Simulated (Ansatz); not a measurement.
Geometry relaxation, with input and output: Mo6Se13 (part 4 of 4)

The same run, continued: Mo6Se13 (defect cell, 38 atoms in the cell); DFT PBE, scalar-relativistic, plane waves, PAW, spin-polarised (Ansatz 0.2.0); cutoff 420 eV, 2×2×2 k-mesh, Gaussian smearing of 0.01 eV, collinear spins. The structure derives from a Materials Project entry. It belongs to a series of runs on one base structure; here: Mo vacancy (site a), charge +0, atoms relaxed at the host's cell.

File populations.tsv
```
# site	symbol	l	j	q_up	q_dn
# orbitals = lowdin
# n_electrons = 584.000000
# spilling = 0.003595
0	Mo	0_4S	-	0.986370	0.986353
0	Mo	0_5S	-	0.260110	0.258217
0	Mo	1_4P	-	2.997193	2.996985
0	Mo	2_4D	-	2.663636	2.542914
1	Mo	0_4S	-	0.986370	0.986353
1	Mo	0_5S	-	0.260110	0.258217
1	Mo	1_4P	-	2.997193	2.996985
1	Mo	2_4D	-	2.663636	2.542914
2	Mo	0_4S	-	0.986353	0.986336
2	Mo	0_5S	-	0.260052	0.258190
2	Mo	1_4P	-	2.997224	2.997038
2	Mo	2_4D	-	2.664889	2.542052
3	Mo	0_4S	-	0.985926	0.985906
3	Mo	0_5S	-	0.257368	0.254456
3	Mo	1_4P	-	2.997432	2.997334
3	Mo	2_4D	-	2.645678	2.624262
4	Mo	0_4S	-	0.986370	0.986353
4	Mo	0_5S	-	0.260110	0.258217
4	Mo	1_4P	-	2.997193	2.996985
4	Mo	2_4D	-	2.663636	2.542914
5	Mo	0_4S	-	0.985926	0.985906
5	Mo	0_5S	-	0.257368	0.254456
5	Mo	1_4P	-	2.997432	2.997334
5	Mo	2_4D	-	2.645678	2.624262
6	Mo	0_4S	-	0.985926	0.985906
6	Mo	0_5S	-	0.257368	0.254456
6	Mo	1_4P	-	2.997432	2.997334
6	Mo	2_4D	-	2.645678	2.624262
7	Mo	0_4S	-	0.986085	0.986079
7	Mo	0_5S	-	0.257361	0.256246
7	Mo	1_4P	-	2.997467	2.997385
7	Mo	2_4D	-	2.639474	2.629247
8	Mo	0_4S	-	0.986085	0.986079
8	Mo	0_5S	-	0.257361	0.256246
8	Mo	1_4P	-	2.997467	2.997385
8	Mo	2_4D	-	2.639474	2.629247
9	Mo	0_4S	-	0.986353	0.986336
9	Mo	0_5S	-	0.260052	0.258190
9	Mo	1_4P	-	2.997224	2.997038
9	Mo	2_4D	-	2.664889	2.542052
10	Mo	0_4S	-	0.986353	0.986336
10	Mo	0_5S	-	0.260052	0.258190
10	Mo	1_4P	-	2.997224	2.997038
10	Mo	2_4D	-	2.664889	2.542052
11	Mo	0_4S	-	0.986085	0.986079
11	Mo	0_5S	-	0.257361	0.256246
11	Mo	1_4P	-	2.997467	2.997385
11	Mo	2_4D	-	2.639474	2.629247
12	Se	0_4S	-	0.911032	0.911092
12	Se	1_4P	-	2.112613	2.106706
12	Se	2_3D	-	4.999914	4.999914
13	Se	0_4S	-	0.911428	0.911206
13	Se	1_4P	-	2.109378	2.105326
13	Se	2_3D	-	4.999918	4.999917
14	Se	0_4S	-	0.911428	0.911206
14	Se	1_4P	-	2.109378	2.105326
14	Se	2_3D	-	4.999918	4.999917
15	Se	0_4S	-	0.912210	0.911508
15	Se	1_4P	-	2.108857	2.102322
15	Se	2_3D	-	4.999916	4.999915
16	Se	0_4S	-	0.931931	0.929115
16	Se	1_4P	-	2.239494	1.990385
16	Se	2_3D	-	4.999931	4.999934
17	Se	0_4S	-	0.911428	0.911206
17	Se	1_4P	-	2.109378	2.105326
17	Se	2_3D	-	4.999918	4.999917
18	Se	0_4S	-	0.931931	0.929115
18	Se	1_4P	-	2.239494	1.990385
18	Se	2_3D	-	4.999931	4.999934
19	Se	0_4S	-	0.931931	0.929115
19	Se	1_4P	-	2.239494	1.990385
19	Se	2_3D	-	4.999931	4.999934
20	Se	0_4S	-	0.911874	0.911371
20	Se	1_4P	-	2.107822	2.101110
20	Se	2_3D	-	4.999918	4.999917
21	Se	0_4S	-	0.911874	0.911371
21	Se	1_4P	-	2.107822	2.101110
21	Se	2_3D	-	4.999918	4.999917
22	Se	0_4S	-	0.912210	0.911508
22	Se	1_4P	-	2.108857	2.102322
22	Se	2_3D	-	4.999916	4.999915
23	Se	0_4S	-	0.912210	0.911508
23	Se	1_4P	-	2.108857	2.102322
23	Se	2_3D	-	4.999916	4.999915
24	Se	0_4S	-	0.911874	0.911371
24	Se	1_4P	-	2.107822	2.101110
24	Se	2_3D	-	4.999918	4.999917
25	Se	0_4S	-	0.910583	0.910597
25	Se	1_4P	-	2.117006	2.111323
25	Se	2_3D	-	4.999912	4.999912
26	Se	0_4S	-	0.911186	0.911043
26	Se	1_4P	-	2.111468	2.107319
26	Se	2_3D	-	4.999915	4.999914
27	Se	0_4S	-	0.911186	0.911043
27	Se	1_4P	-	2.111468	2.107319
27	Se	2_3D	-	4.999915	4.999914
28	Se	0_4S	-	0.912301	0.911549
28	Se	1_4P	-	2.108981	2.102376
28	Se	2_3D	-	4.999913	4.999913
29	Se	0_4S	-	0.931906	0.929185
29	Se	1_4P	-	2.236835	1.993414
29	Se	2_3D	-	4.999930	4.999933
30	Se	0_4S	-	0.911186	0.911043
30	Se	1_4P	-	2.111468	2.107319
30	Se	2_3D	-	4.999915	4.999914
31	Se	0_4S	-	0.931906	0.929185
31	Se	1_4P	-	2.236835	1.993414
31	Se	2_3D	-	4.999930	4.999933
32	Se	0_4S	-	0.931906	0.929185
32	Se	1_4P	-	2.236835	1.993414
32	Se	2_3D	-	4.999930	4.999933
33	Se	0_4S	-	0.912269	0.911781
33	Se	1_4P	-	2.104698	2.097967
33	Se	2_3D	-	4.999916	4.999915
34	Se	0_4S	-	0.912269	0.911781
34	Se	1_4P	-	2.104698	2.097967
34	Se	2_3D	-	4.999916	4.999915
35	Se	0_4S	-	0.912301	0.911549
35	Se	1_4P	-	2.108981	2.102376
35	Se	2_3D	-	4.999913	4.999913
36	Se	0_4S	-	0.912301	0.911549
36	Se	1_4P	-	2.108981	2.102376
36	Se	2_3D	-	4.999913	4.999913
37	Se	0_4S	-	0.912269	0.911781
37	Se	1_4P	-	2.104698	2.097967
37	Se	2_3D	-	4.999916	4.999915
```

Trajectory as extended XYZ (Å, eV, eV/Å), 5 frames, from step=1 to step=5
```
38
Lattice="-4.9814 4.7934 -7.4958 6.6419 1.9174 -7.4958 -1.6605 -6.7108 -7.4958" Properties=species:S:1:pos:R:3:forces:R:3 step=1 energy=-201689.07273
Mo    1.6605    4.7934  -14.9890   -0.1526   0.2362  -0.0100
Mo    1.6605    2.8760   -7.4932   -0.1282  -0.2502  -0.0100
Mo    3.3210   -3.8347  -14.9890    0.1354  -0.2512   0.0034
Mo   -1.6605   -0.9587  -14.9890   -0.0461   0.1328  -0.0058
Mo    1.6605   -2.8760   -7.4932    0.2808   0.0141  -0.0100
Mo   -1.6605    2.8760   -7.4932    0.1381  -0.0265  -0.0058
Mo   -4.9814   -0.9587  -14.9890   -0.0920  -0.1064  -0.0058
Mo    1.6605   -0.9587  -14.9890    0.0827  -0.1196   0.0039
Mo   -1.6605   -2.8760   -7.4932    0.0622   0.1314   0.0039
Mo    0.0000    1.9174  -14.9890   -0.2853   0.0083   0.0034
Mo    0.0000    0.0000   -7.4932    0.1498   0.2429   0.0034
Mo   -3.3210    0.0000   -7.4932   -0.1449  -0.0118   0.0039
Se    3.3210    0.0000  -13.3204    0.0000   0.0000   0.0554
Se    0.0000   -1.9174   -5.8246    0.0633   0.0235   0.0632
Se    1.6605    2.8760  -13.3204   -0.0520   0.0431   0.0632
Se   -1.6605    0.9587   -5.8246   -0.0169   0.0007   0.0345
Se    0.0000    5.7521  -13.3204    0.0564   0.0452  -0.2189
Se    1.6605   -2.8760  -13.3204   -0.0113  -0.0666   0.0632
Se   -1.6605    2.8760  -13.3204    0.0109  -0.0715  -0.2189
Se    1.6605    0.9587   -5.8246   -0.0674   0.0263  -0.2189
Se   -4.9814   -2.8760  -13.3204    0.0292   0.0167  -0.0032
Se   -1.6605   -2.8760  -13.3204   -0.0291   0.0169  -0.0032
Se    4.9814   -2.8760  -13.3204    0.0091   0.0142   0.0345
Se    0.0000    0.0000  -13.3204    0.0078  -0.0150   0.0345
Se   -3.3210    0.0000  -13.3204   -0.0001  -0.0337  -0.0032
Se   -3.3210   -1.9174   -9.1619    0.0000   0.0000  -0.0459
Se    0.0000   -1.9174   -9.1619    0.0680   0.0191  -0.0576
Se    1.6605    2.8760  -16.6577   -0.0505   0.0493  -0.0576
Se   -1.6605    0.9587   -9.1619   -0.0165   0.0140  -0.0380
Se    4.9814    0.9587   -9.1619    0.0573   0.0452   0.2268
Se    1.6605   -2.8760  -16.6577   -0.0174  -0.0684  -0.0576
Se    3.3210   -1.9174   -9.1619    0.0105  -0.0722   0.2268
Se    1.6605    0.9587   -9.1619   -0.0678   0.0270   0.2268
Se   -3.3210    3.8347   -9.1619    0.0315   0.0183  -0.0016
Se    0.0000    3.8347   -9.1619   -0.0316   0.0181  -0.0016
Se   -1.6605   -4.7934   -9.1619    0.0203   0.0073  -0.0380
Se    0.0000    0.0000  -16.6577   -0.0039  -0.0212  -0.0380
Se   -3.3210    0.0000  -16.6577    0.0001  -0.0364  -0.0016
38
Lattice="-4.9814 4.7934 -7.4958 6.6419 1.9174 -7.4958 -1.6605 -6.7108 -7.4958" Properties=species:S:1:pos:R:3:forces:R:3 step=2 energy=-201689.04779 accepted=F
Mo    1.6552    4.8373  -14.9901    0.1507  -0.2851   0.0095
Mo    1.6250    2.8495   -7.4944    0.1716   0.2730   0.0095
Mo    3.3647   -3.8432  -14.9884   -0.1934   0.2283  -0.0002
Mo   -1.6652   -0.9435  -14.9903    0.1245  -0.3170   0.0051
Mo    1.7012   -2.8935   -7.4944   -0.3222   0.0121   0.0095
Mo   -1.6449    2.8725   -7.4946   -0.3368   0.0507   0.0051
Mo   -4.9922   -0.9704  -14.9903    0.2123   0.2663   0.0051
Mo    1.6861   -1.0280  -14.9879   -0.1224   0.3282  -0.0032
Mo   -1.6133   -2.8192   -7.4922   -0.2230  -0.2701  -0.0032
Mo   -0.0293    1.8837  -14.9884    0.2944   0.0534  -0.0002
Mo   -0.0145    0.0421   -7.4926   -0.1010  -0.2816  -0.0002
Mo   -3.3938    0.0124   -7.4922    0.3454  -0.0581  -0.0032
Se    3.3210    0.0000  -13.3229    0.0000   0.0000  -0.0398
Se    0.0650   -1.8802   -5.8208   -0.1065  -0.0125  -0.0620
Se    1.5958    2.9137  -13.3165    0.0640  -0.0860  -0.0620
Se   -1.7066    0.9572   -5.8257    0.0163   0.0329  -0.0019
Se   -0.0116    5.7578  -13.3531    0.0864   0.0354   0.0120
Se    1.6601   -2.9509  -13.3165    0.0424   0.0984  -0.0620
Se   -1.6497    2.8832  -13.3531   -0.0126  -0.0925   0.0120
Se    1.6613    0.9458   -5.8574   -0.0738   0.0571   0.0120
Se   -4.9631   -2.8751  -13.3179   -0.0567   0.0248   0.0286
Se   -1.6704   -2.8606  -13.3179    0.0069  -0.0615   0.0286
Se    5.0032   -2.8353  -13.3214    0.0204  -0.0306  -0.0019
Se    0.0244   -0.0392  -13.3214   -0.0367  -0.0023  -0.0019
Se   -3.3294   -0.0164  -13.3179    0.0498   0.0367   0.0286
Se   -3.3210   -1.9174   -9.1560    0.0000   0.0000   0.0340
Se    0.0643   -1.8805   -9.1646   -0.1075  -0.0096   0.0573
Se    1.5964    2.9133  -16.6604    0.0621  -0.0883   0.0573
Se   -1.7069    0.9579   -9.1611    0.0157   0.0199   0.0047
Se    4.9675    0.9645   -9.1272    0.0876   0.0342  -0.0227
Se    1.6602   -2.9501  -16.6604    0.0454   0.0979   0.0573
Se    3.3330   -1.9082   -9.1272   -0.0142  -0.0930  -0.0227
Se    1.6624    0.9437   -9.1272   -0.0735   0.0588  -0.0227
Se   -3.3023    3.8358   -9.1675   -0.0606   0.0247  -0.0254
Se   -0.0103    3.8503   -9.1675    0.0089  -0.0648  -0.0254
Se   -1.6380   -4.7528   -9.1611    0.0094  -0.0235   0.0047
Se    0.0239   -0.0398  -16.6569   -0.0251   0.0036   0.0047
Se   -3.3293   -0.0167  -16.6633    0.0517   0.0401  -0.0254
38
Lattice="-4.9814 4.7934 -7.4958 6.6419 1.9174 -7.4958 -1.6605 -6.7108 -7.4958" Properties=species:S:1:pos:R:3:forces:R:3 step=3 energy=-201689.12767
Mo    1.6689    4.8150  -14.9896    0.0552  -0.0133   0.0024
Mo    1.6375    2.8725   -7.4939   -0.0161   0.0545   0.0024
Mo    3.3499   -3.8298  -14.9886    0.0340   0.0534   0.0019
Mo   -1.6611   -0.9585  -14.9898    0.0183  -0.0394   0.0011
Mo    1.6750   -2.8941   -7.4939   -0.0391  -0.0412   0.0024
Mo   -1.6600    2.8765   -7.4941   -0.0433   0.0039   0.0011
Mo   -4.9813   -0.9593  -14.9898    0.0250   0.0355   0.0011
Mo    1.6738   -0.9877  -14.9883   -0.0245   0.0609  -0.0009
Mo   -1.6420   -2.8500   -7.4925   -0.0405  -0.0517  -0.0009
Mo   -0.0102    1.8898  -14.9886    0.0293  -0.0561   0.0019
Mo   -0.0187    0.0226   -7.4928   -0.0633   0.0027   0.0019
Mo   -3.3528    0.0030   -7.4925    0.0650  -0.0092  -0.0009
Se    3.3210    0.0000  -13.3179    0.0000   0.0000  -0.0142
Se    0.0268   -1.9001   -5.8233    0.0063   0.0151  -0.0043
Se    1.6321    2.8906  -13.3191   -0.0163  -0.0021  -0.0043
Se   -1.6888    0.9621   -5.8211    0.0083   0.0014  -0.0027
Se    0.0104    5.7639  -13.3511   -0.0087  -0.0057  -0.0257
Se    1.6621   -2.9079  -13.3191    0.0100  -0.0130  -0.0043
Se   -1.6554    2.8611  -13.3511   -0.0006   0.0103  -0.0257
Se    1.6450    0.9618   -5.8554    0.0093  -0.0047  -0.0257
Se   -4.9706   -2.8681  -13.3158   -0.0257   0.0088   0.0086
Se   -1.6728   -2.8706  -13.3158    0.0052  -0.0266   0.0086
Se    4.9986   -2.8532  -13.3169   -0.0029  -0.0079  -0.0027
Se    0.0112   -0.0263  -13.3169   -0.0054   0.0065  -0.0027
Se   -3.3195   -0.0134  -13.3158    0.0205   0.0178   0.0086
Se   -3.3210   -1.9174   -9.1622    0.0000   0.0000   0.0133
Se    0.0265   -1.9003   -9.1625    0.0062   0.0158   0.0038
Se    1.6324    2.8904  -16.6582   -0.0168  -0.0026   0.0038
Se   -1.6890    0.9625   -9.1656    0.0076  -0.0024   0.0041
Se    4.9907    0.9706   -9.1301   -0.0097  -0.0078   0.0205
Se    1.6620   -2.9075  -16.6582    0.0106  -0.0132   0.0038
Se    3.3266   -1.9314   -9.1301   -0.0019   0.0123   0.0205
Se    1.6455    0.9608   -9.1301    0.0116  -0.0045   0.0205
Se   -3.3101    3.8428   -9.1685   -0.0250   0.0095  -0.0085
Se   -0.0125    3.8401   -9.1685    0.0043  -0.0264  -0.0085
Se   -1.6429   -4.7706   -9.1656   -0.0058  -0.0054   0.0041
Se    0.0109   -0.0266  -16.6613   -0.0017   0.0077   0.0041
Se   -3.3194   -0.0135  -16.6643    0.0207   0.0169  -0.0085
38
Lattice="-4.9814 4.7934 -7.4958 6.6419 1.9174 -7.4958 -1.6605 -6.7108 -7.4958" Properties=species:S:1:pos:R:3:forces:R:3 step=4 energy=-201689.13014
Mo    1.6731    4.8154  -14.9897    0.0335  -0.0119   0.0017
Mo    1.6351    2.8760   -7.4939   -0.0065   0.0349   0.0017
Mo    3.3561   -3.8256  -14.9885    0.0118   0.0364   0.0005
Mo   -1.6597   -0.9636  -14.9898    0.0064  -0.0019   0.0005
Mo    1.6732   -2.8980   -7.4939   -0.0270  -0.0231   0.0017
Mo   -1.6651    2.8778   -7.4940   -0.0048  -0.0046   0.0005
Mo   -4.9776   -0.9555  -14.9898   -0.0016   0.0065   0.0005
Mo    1.6731   -0.9865  -14.9882   -0.0121   0.0325  -0.0003
Mo   -1.6426   -2.8512   -7.4925   -0.0221  -0.0267  -0.0003
Mo   -0.0097    1.8823  -14.9885    0.0256  -0.0284   0.0005
Mo   -0.0255    0.0259   -7.4928   -0.0374  -0.0080   0.0005
Mo   -3.3514    0.0030   -7.4925    0.0342  -0.0057  -0.0003
Se    3.3210    0.0000  -13.3185    0.0000   0.0000  -0.0045
Se    0.0267   -1.8976   -5.8244    0.0001   0.0038   0.0000
Se    1.6300    2.8893  -13.3201   -0.0033  -0.0018   0.0000
Se   -1.6919    0.9648   -5.8192    0.0012  -0.0020  -0.0025
Se    0.0106    5.7642  -13.3588   -0.0091  -0.0076   0.0244
Se    1.6642   -2.9091  -13.3201    0.0033  -0.0019   0.0000
Se   -1.6553    2.8608  -13.3588   -0.0021   0.0117   0.0244
Se    1.6446    0.9618   -5.8631    0.0112  -0.0040   0.0244
Se   -4.9727   -2.8635  -13.3139   -0.0133  -0.0011   0.0015
Se   -1.6758   -2.8747  -13.3139    0.0076  -0.0109   0.0015
Se    5.0024   -2.8519  -13.3150   -0.0023  -0.0001  -0.0025
Se    0.0104   -0.0302  -13.3150    0.0011   0.0021  -0.0025
Se   -3.3145   -0.0139  -13.3139    0.0056   0.0121   0.0015
Se   -3.3210   -1.9174   -9.1614    0.0000   0.0000   0.0041
Se    0.0264   -1.8978   -9.1614   -0.0003   0.0040  -0.0004
Se    1.6303    2.8892  -16.6571   -0.0033  -0.0023  -0.0004
Se   -1.6921    0.9649   -9.1673    0.0015  -0.0030   0.0032
Se    4.9909    0.9708   -9.1228   -0.0090  -0.0073  -0.0273
Se    1.6642   -2.9087  -16.6571    0.0036  -0.0017  -0.0004
Se    3.3267   -1.9316   -9.1228   -0.0019   0.0114  -0.0273
Se    1.6452    0.9608   -9.1228    0.0108  -0.0041  -0.0273
Se   -3.3120    3.8476   -9.1704   -0.0138  -0.0013  -0.0012
Se   -0.0156    3.8361   -9.1704    0.0080  -0.0113  -0.0012
Se   -1.6393   -4.7691   -9.1673   -0.0034   0.0002   0.0032
Se    0.0104   -0.0305  -16.6630    0.0019   0.0028   0.0032
Se   -3.3143   -0.0142  -16.6662    0.0058   0.0126  -0.0012
38
Lattice="-4.9814 4.7934 -7.4958 6.6419 1.9174 -7.4958 -1.6605 -6.7108 -7.4958" Properties=species:S:1:pos:R:3:forces:R:3 step=5 energy=-201689.13070
Mo    1.6738    4.8141  -14.9896    0.0036   0.0002   0.0003
Mo    1.6359    2.8773   -7.4939   -0.0019   0.0030   0.0003
Mo    3.3573   -3.8247  -14.9885    0.0029   0.0067   0.0003
Mo   -1.6591   -0.9643  -14.9897    0.0002   0.0029  -0.0001
Mo    1.6717   -2.8980   -7.4939   -0.0016  -0.0032   0.0003
Mo   -1.6661    2.8776   -7.4939    0.0024  -0.0016  -0.0001
Mo   -4.9773   -0.9546  -14.9897   -0.0026  -0.0013  -0.0001
Mo    1.6718   -0.9833  -14.9882   -0.0007   0.0008   0.0000
Mo   -1.6449   -2.8539   -7.4925   -0.0004  -0.0010   0.0000
Mo   -0.0095    1.8808  -14.9885    0.0044  -0.0058   0.0003
Mo   -0.0269    0.0265   -7.4928   -0.0072  -0.0009   0.0003
Mo   -3.3479    0.0025   -7.4925    0.0011   0.0002   0.0000
Se    3.3210    0.0000  -13.3185    0.0000   0.0000   0.0002
Se    0.0247   -1.8975   -5.8249    0.0005  -0.0011  -0.0019
Se    1.6309    2.8875  -13.3206    0.0007   0.0010  -0.0019
Se   -1.6909    0.9653   -5.8184   -0.0010  -0.0005  -0.0008
Se    0.0105    5.7635  -13.3573   -0.0026  -0.0016   0.0011
Se    1.6654   -2.9074  -13.3206   -0.0012   0.0001  -0.0019
Se   -1.6559    2.8613  -13.3573    0.0000   0.0031   0.0011
Se    1.6454    0.9621   -5.8615    0.0027  -0.0015   0.0011
Se   -4.9746   -2.8631  -13.3137    0.0019  -0.0010  -0.0015
Se   -1.6751   -2.8765  -13.3137   -0.0001   0.0021  -0.0015
Se    5.0024   -2.8530  -13.3141    0.0000   0.0011  -0.0008
Se    0.0095   -0.0297  -13.3141    0.0009  -0.0006  -0.0008
Se   -3.3132   -0.0124  -13.3137   -0.0018  -0.0011  -0.0015
Se   -3.3210   -1.9174   -9.1615    0.0000   0.0000  -0.0003
Se    0.0244   -1.8976   -9.1609    0.0003  -0.0012   0.0020
Se    1.6312    2.8873  -16.6566    0.0009   0.0008   0.0020
Se   -1.6912    0.9653   -9.1680   -0.0011  -0.0002   0.0009
Se    4.9911    0.9702   -9.1248   -0.0024  -0.0014  -0.0020
Se    1.6654   -2.9071  -16.6566   -0.0012   0.0004   0.0020
Se    3.3261   -1.9314   -9.1248    0.0000   0.0028  -0.0020
Se    1.6457    0.9613   -9.1248    0.0024  -0.0014  -0.0020
Se   -3.3139    3.8479   -9.1704    0.0020  -0.0010   0.0016
Se   -0.0150    3.8342   -9.1704   -0.0001   0.0023   0.0016
Se   -1.6394   -4.7701   -9.1680    0.0004   0.0010   0.0009
Se    0.0096   -0.0299  -16.6637    0.0007  -0.0009   0.0009
Se   -3.3130   -0.0127  -16.6661   -0.0019  -0.0012   0.0016
```

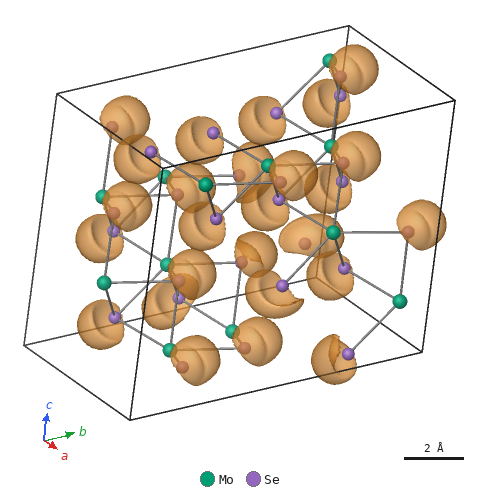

**Figure 1.** Isosurface of the electron localisation function at 0.8 (orange), seen slightly off an axis. Only the valence region is drawn (cores and ρ < 0.01 e/Å³ removed). Sticks mark near contacts. The outline is the calculation cell. Profiles from the grid: Mo–Se (2.52 Å): the ELF is about 0.50 at the midpoint. The fields are those of the smooth PAW valence density.

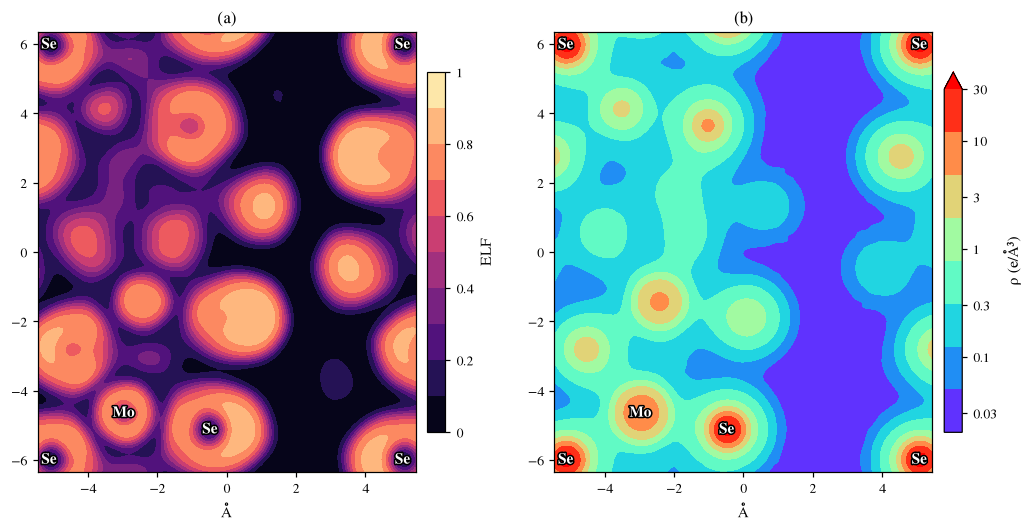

**Figure 2.** (a) electron localisation function; (b) valence electron density on the (110) plane of the calculation cell. The section cuts through Mo and Se sites. Mo–Se (2.54 Å): the density is about 0.52 e/Å³ at the midpoint; the ELF is about 0.50 at the midpoint. The density dies away to nearly zero in the voids. The strong features right at Mo lie inside the PAW spheres (semicore, d or f shells) and say nothing about bonding.

Results in brief

```json
{"quantity": "outcome", "value": "converged"}
{"quantity": "electrons treated", "value": "584"}
{"quantity": "free energy", "value": "−201689.1307 eV"}
{"quantity": "Fermi energy", "value": "9.316 eV"}
{"quantity": "gap on the k-point mesh", "value": "none (metallic)"}
{"quantity": "net moment of the cell", "value": "2.50 μB"}
{"quantity": "integrated absolute moment", "value": "2.57 μB"}
{"quantity": "final volume", "value": "930.72 Å³"}
{"quantity": "largest force (length of the vector) at the end", "value": "0.007 eV/Å"}
{"quantity": "wall time", "value": "6.9 min (CPU time 27 min)"}
{"quantity": "peak memory", "value": "5.8 GiB"}
```
